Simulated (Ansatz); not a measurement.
Input structure:

```yaml
crystal:
  lattice:
    - [4.80860, 0.00000, 0.00000]
    - [-2.40430, 4.16437, 0.00000]
    - [0.00000, 0.00000, 13.12474]
  atoms:
    - { symbol: Al, position: [0.33333, 0.66667, 0.31454] }
    - { symbol: Al, position: [0.66667, 0.33333, 0.18546] }
    - { symbol: Al, position: [0.66667, 0.33333, 0.48121] }
    - { symbol: Al, position: [0.00000, 0.00000, 0.35213] }
    - { symbol: O, position: [0.02717, 0.66667, 0.41667] }
    - { symbol: O, position: [0.69384, 0.69384, 0.25000] }
    - { symbol: O, position: [0.63950, 0.97283, 0.41667] }
    - { symbol: O, position: [0.33333, 0.36050, 0.41667] }
    - { symbol: O, position: [0.00000, 0.30616, 0.25000] }
    - { symbol: O, position: [0.30616, 0.00000, 0.25000] }
    - { symbol: Al, position: [0.00000, 0.00000, 0.64787] }
    - { symbol: Al, position: [0.33333, 0.66667, 0.51879] }
    - { symbol: Al, position: [0.33333, 0.66667, 0.81454] }
    - { symbol: Al, position: [0.66667, 0.33333, 0.68546] }
    - { symbol: O, position: [0.69384, 0.00000, 0.75000] }
    - { symbol: O, position: [0.36050, 0.02717, 0.58333] }
    - { symbol: O, position: [0.30616, 0.30616, 0.75000] }
    - { symbol: O, position: [0.00000, 0.69384, 0.75000] }
    - { symbol: O, position: [0.66667, 0.63950, 0.58333] }
    - { symbol: O, position: [0.97283, 0.33333, 0.58333] }
    - { symbol: Al, position: [0.66667, 0.33333, 0.98121] }
    - { symbol: Al, position: [0.00000, 0.00000, 0.85213] }
    - { symbol: Al, position: [0.00000, 0.00000, 0.14787] }
    - { symbol: Al, position: [0.33333, 0.66667, 0.01879] }
    - { symbol: O, position: [0.36050, 0.33333, 0.08333] }
    - { symbol: O, position: [0.02717, 0.36050, 0.91667] }
    - { symbol: O, position: [0.97283, 0.63950, 0.08333] }
    - { symbol: O, position: [0.66667, 0.02717, 0.08333] }
    - { symbol: O, position: [0.33333, 0.97283, 0.91667] }
    - { symbol: O, position: [0.63950, 0.66667, 0.91667] }
```

What does this file describe?

Answer. Chemical formula Al₂O₃. Space group R-3c (No. 167), lattice rhombohedral (trigonal R). In terms of structure types, this is corundum. The cell comprises 6 formula units: 12 Al, 18 O. The Al atoms are each bonded to six O in a distorted octahedral arrangement at 1.87 to 1.99 Å. About every O there are four Al at 1.87 to 1.99 Å. The bonds build a three-dimensional framework.

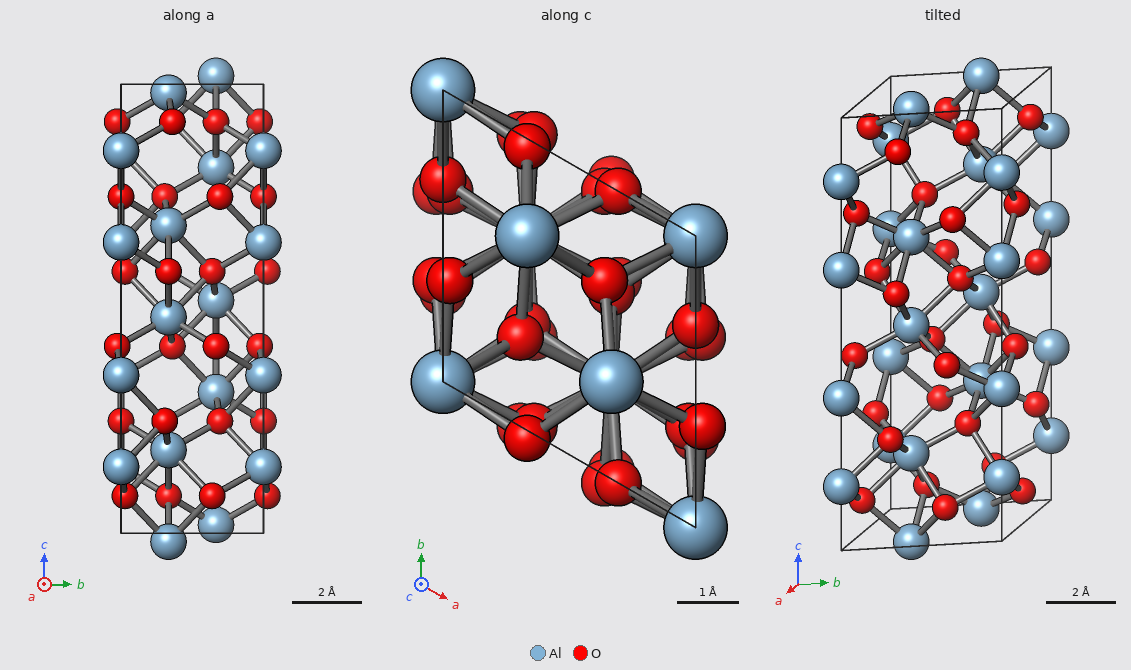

An orthographic ball-and-stick view of the structure, along the a axis, along the c axis and slightly off an axis. The edges of the conventional unit cell are marked.

Source of the structure: a structure listed in the Materials Project. The picture shows the end point of a geometry optimisation with DFT PBE, scalar-relativistic, plane waves, PAW (Ansatz 0.2.0).
